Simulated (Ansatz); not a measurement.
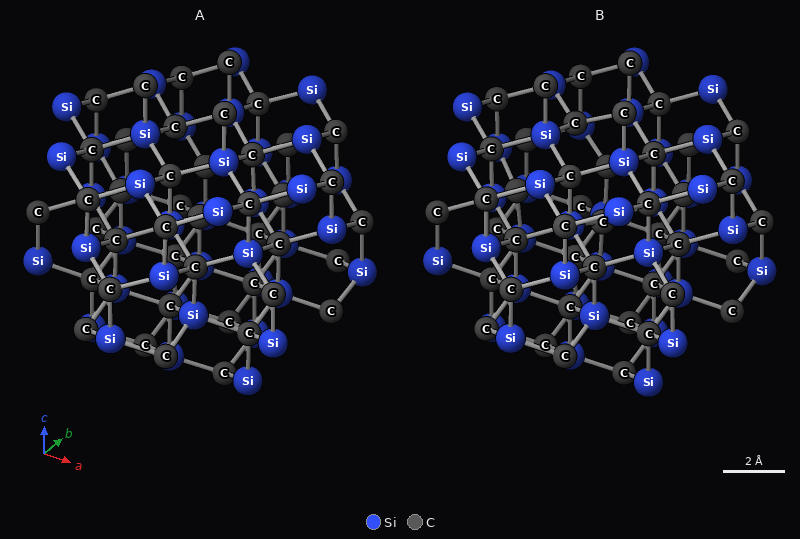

Two geometries of a defect cell of composition Si47C48 (cell charge −1), drawn at one scale. One is the start of a relaxation, the other its converged end. The picture is a ball-and-stick view of the atoms within 5.8 Å of the atom that moves most (axes of the cell of the calculation (origin shifted)), seen from a free direction.

Method: DFT, PBEsol, PAW, plane waves in Ansatz. Set-up: plane-wave cutoff 420 eV; k-point mesh 1 × 1 × 1; mesh shifted by (0.25, 0.25, 0.25); collinear spin; atoms relaxed in a fixed cell; force threshold 0.03 eV/Å; at most 80 steps.

Question: Which of the two is the end point?

Answer: Structure B is the relaxed one. After 5 geometry steps the energy has fallen by 1.960 eV per cell of the calculation. The largest force component goes from 2.2 to 0.021 eV/Å. The atom that moves furthest is a C atom (0.23 Å along [2 −1 −1]). By element the largest moves are C 0.23 Å, Si 0.08 Å. The cell doesn't change. Among the contacts that change: C–Si 1.920 → 1.824 Å, C–Si 1.902 → 1.833 Å, C–Si 1.836 → 1.900 Å, C–Si 1.825 → 1.884 Å. Among the angles between lasting bonds that change: C–Si–C 111.1° → 102.9°, Si–C–Si 108.1° → 114.5°, C–Si–C 109.4° → 103.2°. The program noted that the starting moments weren't kept. Cost: 2.7 min on 7 threads of Arm Neoverse-V2, peak memory 3.1 GiB.

Limits of the set-up: the cell is charged, on a uniform background, and energies carry no finite-size correction.
